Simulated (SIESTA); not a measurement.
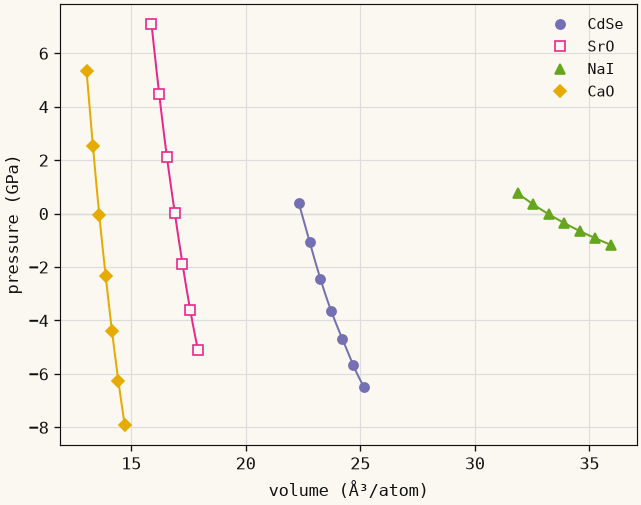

The picture above shows the pressure against volume, with one curve for each compound, for CaO, CdSe, NaI and SrO (all in space group Fm-3m (No. 225)).

Method: DFT in numerical atomic orbitals with pseudopotentials, no spin polarisation; energies at scaled volumes of the given cell, shape and fractions fixed, counted from the fit's minimum, third-order Birch-Murnaghan fit (SIESTA 5.4.2). Level: PBEsol.

```json
{"setting": "occupations", "value": "Fermi–Dirac"}
{"setting": "smearing width", "value": "0.05 eV"}
{"setting": "potentials", "value": "PseudoDojo 0.4 standard, converted to PSML, two zetas on semicore shells"}
```

Settings that differ: CdSe: k mesh 8×8×8; SrO: k mesh 9×9×9; NaI: k mesh 7×7×7; CaO: k mesh 10×10×10.

Order the curves by fitted equilibrium volume, smallest first.

Answer. CaO 13.602, SrO 16.904, CdSe 22.446, NaI 33.144 Å³/atom.

Order the curves by fitted bulk modulus, smallest first.

Answer. NaI 18.2, CdSe 75.1, SrO 99.9, CaO 118.4 GPa.

Limits of the calculation: mulliken charges of long orbitals.
